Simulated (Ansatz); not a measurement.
**PbF2: geometry relaxation (part 1 of 2)**

PbF2 (P1, 24 atoms in the cell), computed with DFT PBE, scalar-relativistic, plane waves, PAW, no spin polarisation (Ansatz 0.2.0).

The structure derives from a Materials Project entry. It belongs to a series of runs on one base structure; here: the perfect supercell shaken and relaxed.

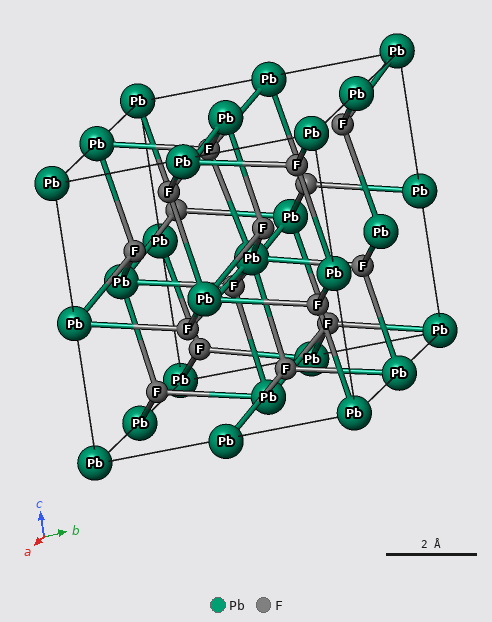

**Figure 1.** The input geometry (ball-and-stick view of the cell of the calculation, set on other vectors, seen slightly off an axis).

Input:
```yaml
crystal:
  lattice:
    - [0.0, 5.9997332285, -5.9997332285]
    - [5.9997332285, 5.9997332285, 0.0]
    - [5.9997332285, 0.0, -5.9997332285]
  atoms:
    - { symbol: Pb, position: [0.500220697, 0.4986467929, -0.0071672512] }
    - { symbol: Pb, position: [0.4965560166, 0.0050083653, 0.000782521] }
    - { symbol: Pb, position: [1.0018925415, 0.498221975, -0.0023671305] }
    - { symbol: Pb, position: [0.9957332641, -0.0065712253, 0.0049971465] }
    - { symbol: Pb, position: [0.5140456539, 0.491009827, 0.4965178234] }
    - { symbol: Pb, position: [0.4995051909, 0.0007779657, 0.4996400466] }
    - { symbol: Pb, position: [0.9969093785, 0.5038788393, 0.5013746583] }
    - { symbol: Pb, position: [1.0088972831, 0.0041182238, 0.4986546239] }
    - { symbol: F, position: [0.1297324165, 0.1233582426, 0.1225959858] }
    - { symbol: F, position: [0.1285014014, 0.6240177248, 0.1272949024] }
    - { symbol: F, position: [0.6230363623, 0.1281816029, 0.1298267618] }
    - { symbol: F, position: [0.6277883026, 0.6207874886, 0.1192457714] }
    - { symbol: F, position: [0.1254044213, 0.1130967579, 0.6286605814] }
    - { symbol: F, position: [0.1255057592, 0.6238941454, 0.6265202678] }
    - { symbol: F, position: [0.6219090066, 0.12724304, 0.6214181386] }
    - { symbol: F, position: [0.620439632, 0.6349437072, 0.628402946] }
    - { symbol: F, position: [0.3718708438, 0.375185369, 0.3780307677] }
    - { symbol: F, position: [0.3816924742, 0.8716661189, 0.3794743281] }
    - { symbol: F, position: [0.8809066344, 0.3721119146, 0.3668202269] }
    - { symbol: F, position: [0.8744728033, 0.8693707139, 0.3771171713] }
    - { symbol: F, position: [0.3704633453, 0.381113437, 0.8734423981] }
    - { symbol: F, position: [0.3810033512, 0.8735028539, 0.8679176506] }
    - { symbol: F, position: [0.8776090264, 0.3617761461, 0.8765160896] }
    - { symbol: F, position: [0.8858544133, 0.8669660685, 0.8707585467] }
basis:
  ecutwfc: 420
  xc_grid: 2
kpoints:
  mp_grid: { grid: [2, 2, 2], shift: [0.0, 0.0, 0.0] }
hamiltonian:
  xc: pbe
scf:
  occupations: { method: gaussian, width: 0.02 }
output:
  forces: true
  stress: false
  eigenvalues: true
relax:
  adjacent_minimum: "off"
  f_tol: 0.03
  max_steps: 25
```

Machine: 8 threads of Arm Neoverse V1, 24 GiB of memory available, shared host.

Command:
```bash
ansatz run input.yaml --threads 8 --pin off --max-ram 14336MiB --backend cpu --events-out ev --progress --plain --runs-dir out
```

Output:
```
Engine: ansatz 0.2.0, aarch64-unknown-linux-gnu
Pseudopotentials: kind: paw
Pseudopotential: Pb, paw, valence charge 14, recommended cutoff 420 eV (normal), Pb.paw.azcp
Pseudopotential: F, paw, valence charge 7, recommended cutoff 420 eV (normal), F.paw.azcp
Functional definition: PBE
  parameter kappa = 0.804
  parameter beta = 0.06672455060314922
  exchange = pbe_x(kappa = kappa, mu = beta*pi^2/3)
  correlation = pbe_c(beta = beta)
Crystal: 24 atoms, lattice volume = 431.942 Å³
Basis set: ecut = 420 eV, 8393 PW (Γ), exchange–correlation on 120×120×120 points (8 copies of the dense FFT grid, shifted against one another)
Bands: 136, of which v1, the nominal top of the filled ones, is band 112 counted from 1 (111 counted from 0)
Symmetry: 1 space group operations
Space group: P1 (ITA 1), of the structure as read, at distance tolerance 7.6e-5 Å
k-points: 8
Non-local potential: Pb, projectors of the file, l = 0: 2, l = 1: 2, l = 2: 2, l = 3: 2
Non-local potential: F, projectors of the file, l = 0: 2, l = 1: 2, l = 2: 1
PAW form: soft (Blöchl's): semilocal exchange-correlation on the pseudo side does not see the compensation charge
PAW one-centre angular grid: Pb, 590 points (default); XC on 64 Gauss nodes
PAW one-centre angular grid: F, 110 points (default); XC on 64 Gauss nodes
Initial density: superposition of atomic densities (neutral atoms: chi_scale 0, normalization atom), corrected by the library's trained network
Initial wavefunctions: pseudopotential atomic-orbital guess
Functional: x = pbe(κ = 0.804, μ = 0.2195149727645171), c = pbe(β = 0.06672455060314922)
SCF iter   1: F=—  HF=-108197.546045 eV  |F-HF|=—  |Δ(HF+E_count)|=         —  Δρ=5.49e-4  dr2=8.20e-4  ethr=1.77e-3  ⟨swp⟩=6.0  Hψ=4068  notcnv=0
preconditioner: auto → Resta (q_TF=auto, 2.445 Å⁻¹)  ε∞=3.8  [insulator: Δε(μ)=4.242 eV  Ē_g=15.855 eV  σ=0.020 eV  W_gap=1.00  n_scr=112 (ndim 8)  ℏωp=26.7 eV  f_vac=0.137  D(μ)=0.00/eV (n_scr^D=0)  ε∞_Penn≈3.8]
SCF iter   2: F=—  HF=-108197.553251 eV  |F-HF|=—  |Δ(HF+E_count)|=   7.21e-3  Δρ=3.76e-4  dr2=2.40e-4  ethr=3.66e-7  ⟨swp⟩=3.2  Hψ=2864  notcnv=0  defer=70
SCF iter   3: F=—  HF=-108197.553633 eV  |F-HF|=—  |Δ(HF+E_count)|=   3.82e-4  Δρ=1.60e-4  dr2=3.68e-5  ethr=1.07e-7  ⟨swp⟩=2.0  Hψ=1847  notcnv=0  defer=70
SCF iter   4: F=—  HF=-108197.553937 eV  |F-HF|=—  |Δ(HF+E_count)|=   3.04e-4  Δρ=4.41e-5  dr2=8.26e-6  ethr=1.00e-8  ⟨swp⟩=7.1  Hψ=5357  notcnv=0
iter 5 did not close the SCF: its close was put off for the readings that it lacked (scf_convergence_deferred on its scf_iter line)
SCF iter   5: F=-108197.553946 eV  HF=-108197.553946 eV  |F-HF|=7.62e-7  |Δ(HF+E_count)|=   8.47e-6  Δρ=1.14e-5  dr2=6.98e-7  ethr=3.69e-9  ⟨swp⟩=2.0  Hψ=1399  notcnv=0
SCF iter   6: F=-108197.553946 eV  HF=-108197.553947 eV  |F-HF|=2.73e-7  |Δ(HF+E_count)|=   1.10e-6  Δρ=1.16e-5  dr2=4.01e-7  ethr=3.12e-10  ⟨swp⟩=4.0  Hψ=3995  notcnv=0
SCF 1 converged in 6 iterations: F = -108197.553946 eV  dr2 = 4.01e-7
  greatest PAW one-centre occupation: 0.984 electrons in one spin orbital (limit 2), on the Pb atom at site 5 (counted from 0), in its partial waves of l = 2
relax step   1: F+E_penalty+E_count = -108197.55394649 eV  Δ(F+E_penalty+E_count) = +0.000e0 eV  max|allowed force component| = 4.417e-1 eV/Å  Δτ_max = 0.0000 Å  (6 SCF iters, dr2 threshold 2.25e-5 eV, accepted)
Initial density: handed on by an earlier stage of this run
Initial wavefunctions: those handed on with the density
iter 1 solved again at ethr=3.69e-4 eV; its pass at ethr=3.10e-3 eV (dr2=8.26e-1 eV) is discarded
SCF iter   1: F=—  HF=-108197.543119 eV  |F-HF|=—  |Δ(HF+E_count)|=         —  Δρ=1.54e-2  dr2=8.39e-1  ethr=3.69e-4  ⟨swp⟩=1.2  Hψ=4567  notcnv=0  defer=37
preconditioner: auto → Resta (q_TF=auto, 2.445 Å⁻¹)  ε∞=3.9  [insulator: Δε(μ)=4.155 eV  Ē_g=15.836 eV  σ=0.020 eV  W_gap=1.00  n_scr=112 (ndim 8)  ℏωp=26.7 eV  f_vac=0.138  D(μ)=0.00/eV (n_scr^D=0)  ε∞_Penn≈3.9]
SCF iter   2: F=—  HF=-108197.339789 eV  |F-HF|=—  |Δ(HF+E_count)|=   2.03e-1  Δρ=6.69e-3  dr2=1.24e-1  ethr=3.69e-4  ⟨swp⟩=2.1  Hψ=1624  notcnv=0  defer=37
SCF iter   3: F=—  HF=-108197.316993 eV  |F-HF|=—  |Δ(HF+E_count)|=   2.28e-2  Δρ=2.62e-3  dr2=1.82e-2  ethr=5.55e-5  ⟨swp⟩=2.1  Hψ=1807  notcnv=0  defer=114
SCF iter   4: F=—  HF=-108197.315285 eV  |F-HF|=—  |Δ(HF+E_count)|=   1.71e-3  Δρ=9.87e-4  dr2=5.05e-3  ethr=8.11e-6  ⟨swp⟩=2.0  Hψ=1894  notcnv=0  defer=133
SCF iter   5: F=—  HF=-108197.315584 eV  |F-HF|=—  |Δ(HF+E_count)|=   2.99e-4  Δρ=3.62e-4  dr2=7.22e-4  ethr=2.25e-6  ⟨swp⟩=2.2  Hψ=1521  notcnv=0  defer=137
SCF iter   6: F=—  HF=-108197.315677 eV  |F-HF|=—  |Δ(HF+E_count)|=   9.27e-5  Δρ=2.01e-4  dr2=1.50e-4  ethr=3.23e-7  ⟨swp⟩=2.0  Hψ=1845  notcnv=0  defer=137
SCF iter   7: F=-108197.315713 eV  HF=-108197.315698 eV  |F-HF|=1.49e-5  |Δ(HF+E_count)|=   2.16e-5  Δρ=4.20e-5  dr2=8.74e-6  ethr=5.44e-9  ⟨swp⟩=8.9  Hψ=5875  notcnv=0
SCF 2 converged in 7 iterations: F = -108197.315713 eV  dr2 = 8.74e-6
  greatest PAW one-centre occupation: 0.984 electrons in one spin orbital (limit 2), on the Pb atom at site 1 (counted from 0), in its partial waves of l = 2
relax step   2: F+E_penalty+E_count = -108197.31571309 eV  Δ(F+E_penalty+E_count) = +2.382e-1 eV  max|allowed force component| = 8.961e-1 eV/Å  Δτ_max = 0.1914 Å  (7 SCF iters, dr2 threshold 1.22e-5 eV, rejected (line search))
SCF iter   1: F=—  HF=-108197.782928 eV  |F-HF|=—  |Δ(HF+E_count)|=         —  Δρ=9.86e-3  dr2=3.34e-1  ethr=1.52e-3  ⟨swp⟩=5.0  Hψ=2559  notcnv=0  defer=76
preconditioner: auto → Resta (q_TF=auto, 2.445 Å⁻¹)  ε∞=3.8  [insulator: Δε(μ)=4.388 eV  Ē_g=15.852 eV  σ=0.020 eV  W_gap=1.00  n_scr=112 (ndim 8)  ℏωp=26.7 eV  f_vac=0.137  D(μ)=0.00/eV (n_scr^D=0)  ε∞_Penn≈3.8]
SCF iter   2: F=—  HF=-108197.701025 eV  |F-HF|=—  |Δ(HF+E_count)|=   8.19e-2  Δρ=4.40e-3  dr2=5.09e-2  ethr=1.49e-4  ⟨swp⟩=2.2  Hψ=2015  notcnv=0  defer=135
SCF iter   3: F=—  HF=-108197.691483 eV  |F-HF|=—  |Δ(HF+E_count)|=   9.54e-3  Δρ=1.21e-3  dr2=5.04e-3  ethr=2.27e-5  ⟨swp⟩=2.4  Hψ=1729  notcnv=0  defer=135
SCF iter   4: F=—  HF=-108197.691517 eV  |F-HF|=—  |Δ(HF+E_count)|=   3.37e-5  Δρ=7.58e-4  dr2=2.03e-3  ethr=2.25e-6  ⟨swp⟩=2.0  Hψ=1905  notcnv=0  defer=135
SCF iter   5: F=—  HF=-108197.691301 eV  |F-HF|=—  |Δ(HF+E_count)|=   2.16e-4  Δρ=1.54e-4  dr2=1.18e-4  ethr=9.05e-7  ⟨swp⟩=2.0  Hψ=1815  notcnv=0  defer=135
SCF iter   6: F=—  HF=-108197.691374 eV  |F-HF|=—  |Δ(HF+E_count)|=   7.25e-5  Δρ=1.34e-4  dr2=5.21e-5  ethr=5.26e-8  ⟨swp⟩=2.0  Hψ=1848  notcnv=0  defer=135
SCF iter   7: F=—  HF=-108197.691642 eV  |F-HF|=—  |Δ(HF+E_count)|=   2.68e-4  Δρ=2.98e-5  dr2=3.86e-6  ethr=2.32e-8  ⟨swp⟩=2.1  Hψ=1911  notcnv=0  defer=135
SCF iter   8: F=—  HF=-108197.691648 eV  |F-HF|=—  |Δ(HF+E_count)|=   5.79e-6  Δρ=8.26e-6  dr2=3.57e-7  ethr=1.72e-9  ⟨swp⟩=2.0  Hψ=1401  notcnv=0  defer=135
SCF iter   9: F=—  HF=-108197.691648 eV  |F-HF|=—  |Δ(HF+E_count)|=   6.19e-7  Δρ=7.91e-6  dr2=1.82e-7  ethr=4.46e-11  ⟨swp⟩=10.5  Hψ=4962  notcnv=0
SCF iter  10: F=-108197.691648 eV  HF=-108197.691648 eV  |F-HF|=1.01e-8  |Δ(HF+E_count)|=   1.82e-8  Δρ=1.95e-6  dr2=1.39e-8  ethr=4.46e-11  ⟨swp⟩=4.5  Hψ=3497  notcnv=0
SCF 3 converged in 10 iterations: F = -108197.691648 eV  dr2 = 1.39e-8
  greatest PAW one-centre occupation: 0.984 electrons in one spin orbital (limit 2), on the Pb atom at site 4 (counted from 0), in its partial waves of l = 2
relax step   3: F+E_penalty+E_count = -108197.69164844 eV  Δ(F+E_penalty+E_count) = -1.377e-1 eV  max|allowed force component| = 1.976e-2 eV/Å  Δτ_max = 0.0957 Å  (10 SCF iters, accepted)
```

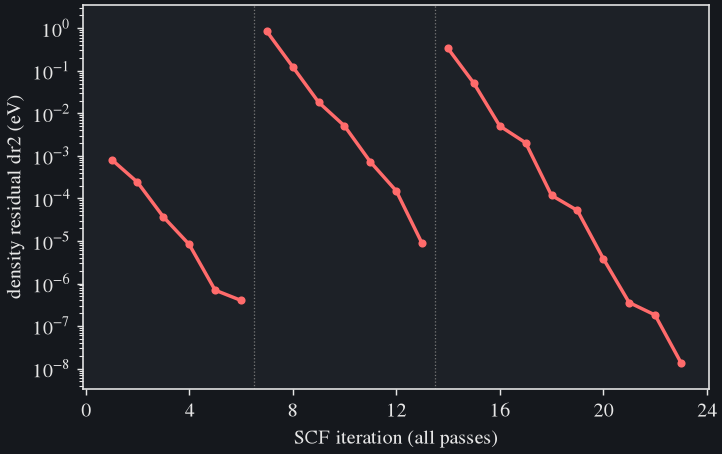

**Figure 2.** Convergence of the self-consistent field: density residual dr2 against the SCF iteration. The dotted lines part the SCF passes of the relaxation: geometry steps, rejected trials and re-solves on a re-selected basis. The passes take 6, 7 and 10 iterations.

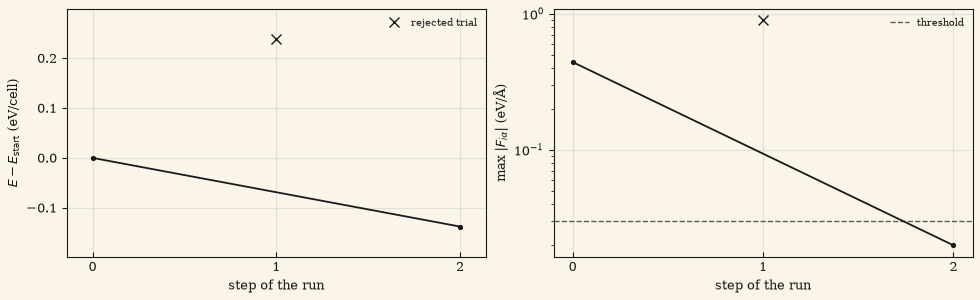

**Figure 3.** Progress of the relaxation, step by step (the first geometry is step 0 here and step 1 in the log).

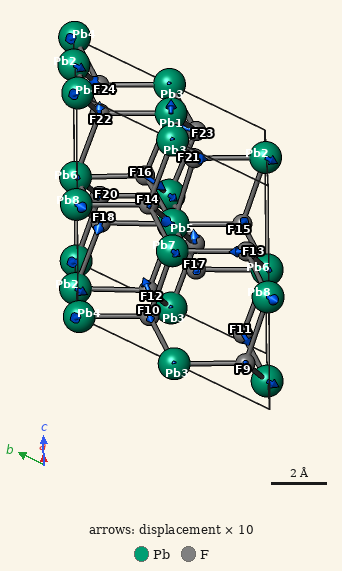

**Figure 4.** The starting structure with the displacements as blue arrows, magnified 10 times (ball-and-stick view of the cell of the calculation, seen at an oblique angle). The atom that moves furthest is F16 (0.096 Å). Largest moves by element: F 0.096 Å, Pb 0.085 Å. The cell doesn't change. Among the contacts that change: Pb8–F13 2.464 → 2.577 Å, Pb7–F13 2.708 → 2.609 Å, Pb2–F24 2.698 → 2.608 Å, Pb8–F20 2.708 → 2.619 Å. Among the angles that change: Pb5–F16–Pb7 105.0° → 109.4°, Pb1–F16–Pb6 113.1° → 109.6°, Pb2–F24–Pb4 105.9° → 109.4°. The space group stays P1 (No. 1). After 2 geometry steps the energy has fallen by 0.138 eV per cell of the calculation. Largest force component: 0.44 eV/Å at the start, 0.02 eV/Å at the end. The line search rejected the trial step at point 1 (counted from 0) and went back. (Atoms are counted from 1 in the order of the input.)

```
SCF converged after 10 iterations
Free energy (F): -108197.691648 eV
Harris-Foulkes:  -108197.691648 eV  (|F-HF|=1.01e-8)
Internal energy: -108197.691648 eV  (E = F + TS)
E sigma→0 (E₀):  -108197.691648 eV
Fermi energy:    6.691872 eV
--- Per-component energies (eV) ---
  E_band       = -1074.068178
  E_kinetic    = 5579.028435
  E_local      = -18349.508266  (includes V_loc(G=0)·N_el)
  E_nonlocal   = 3974.942771
  E_hartree    = 7045.810336
  E_xc         = -3051.376366
  E_vxc        = -2702.620086  (∫ρ·V_xc dr)
  E_paw        = -86413.107818  (= ΣΔE_a)
  E_vpaw       = -3667.560620  (= ΣTr[D̂ρ^β])
  E_aug_tail   = 0.032965  (compensation charges beyond the density's cutoff)
  E_ewald      = -16983.513705
  E_smearing   = -0.000000  (= −TS)
  E_closure    = 0.000000  (closes the sum)
  Σ components = -108197.691648   (vs F -108197.691648, Δ=0.00e0)
--- Forces (eV/Å), atoms counted from 1 ---
  atom   1  Pb    -0.00803642    -0.00409802     0.00050650
  atom   2  Pb     0.00598539     0.01365934    -0.00319611
  atom   3  Pb     0.00248983    -0.00222653    -0.01310649
  atom   4  Pb    -0.00493726     0.00420516     0.00502931
  atom   5  Pb     0.01294054     0.00713739    -0.01300581
  atom   6  Pb     0.00009655    -0.00070841     0.00545195
  atom   7  Pb    -0.01094836    -0.01975802     0.00529518
  atom   8  Pb    -0.00271041    -0.00212765     0.01426122
  atom   9  F      0.00830197    -0.00547855     0.00680694
  atom  10  F      0.00186914     0.00705149     0.00452723
  atom  11  F      0.00640453    -0.00163771    -0.00231854
  atom  12  F     -0.00603852    -0.00290511     0.00026737
  atom  13  F      0.00565817     0.00556524    -0.00772362
  atom  14  F      0.00378092     0.00323517    -0.00342489
  atom  15  F     -0.01180136    -0.00819809     0.00376171
  atom  16  F      0.00323693     0.00151414     0.00228517
  atom  17  F     -0.00903487    -0.00228896     0.00041324
  atom  18  F      0.00312107    -0.00122826    -0.00923308
  atom  19  F     -0.00217551     0.00463936     0.00148893
  atom  20  F      0.00572434     0.00790522    -0.00168566
  atom  21  F      0.00580298    -0.00205020     0.00378949
  atom  22  F     -0.00678299    -0.00270529     0.00367890
  atom  23  F      0.00007464     0.00185152    -0.00359847
  atom  24  F     -0.00302606    -0.00135896    -0.00026834
  max |Σ_I F_I| component: 5.70e-6 eV/Å
--- Band table (eV; the first three rows and the last of 8) ---
  k-point 0: bands = ["-16.3346", "-16.0880", "-16.0865", "-16.0851", "-16.0760", "-16.0756", "-16.0749", "-16.0733", "-16.0133", "-16.0128", "-16.0121", "-16.0114", "-15.9863", "-15.9859", "-15.9852", "-15.7779", "-9.9296", "-9.9296", "-9.9294", "-9.9201", "-9.9194", "-9.9193", "-9.9191", "-9.9178", "-9.9175", "-9.9170", "-9.9166", "-9.9157", "-9.9149", "-9.9138", "-9.8863", "-9.8859", "-9.8668", "-9.8651", "-9.8641", "-9.8623", "-9.8616", "-9.8610", "-9.8606", "-9.8596", "-9.8588", "-9.8587", "-9.8578", "-9.8571", "-9.8563", "-9.8546", "-9.8545", "-9.8528", "-9.8520", "-9.7517", "-9.7505", "-9.7502", "-9.7490", "-9.7305", "-9.7305", "-9.7304", "-1.7195", "-1.7192", "-1.7190", "-1.2685", "-1.2670", "-1.2668", "-1.2655", "-0.1473", "1.2185", "1.2187", "1.2193", "1.2195", "1.2199", "1.2204", "1.7258", "1.7260", "1.7260", "1.7261", "2.0492", "2.0497", "2.0502", "2.0509", "2.0511", "2.0524", "2.0535", "2.0536", "2.2297", "2.2300", "2.2303", "2.5453", "2.5459", "2.5461", "2.5463", "2.5469", "2.5472", "2.5474", "2.5481", "2.7154", "2.7159", "2.7163", "3.1098", "3.1101", "3.1106", "3.1109", "3.1109", "3.1113", "3.1180", "3.1190", "3.1192", "4.3342", "4.3383", "4.3426", "4.4652", "4.4680", "4.4689", "4.4718", "8.9013", "8.9013", "8.9014", "9.5036", "9.5074", "9.5087", "9.5121", "11.2137", "11.2144", "11.2156", "12.0250", "12.0268", "12.0288", "12.0307", "12.0331", "12.0336", "12.0361", "12.0372", "12.2398", "12.2412", "12.2431", "12.2434", "12.2457", "12.2463"]
```
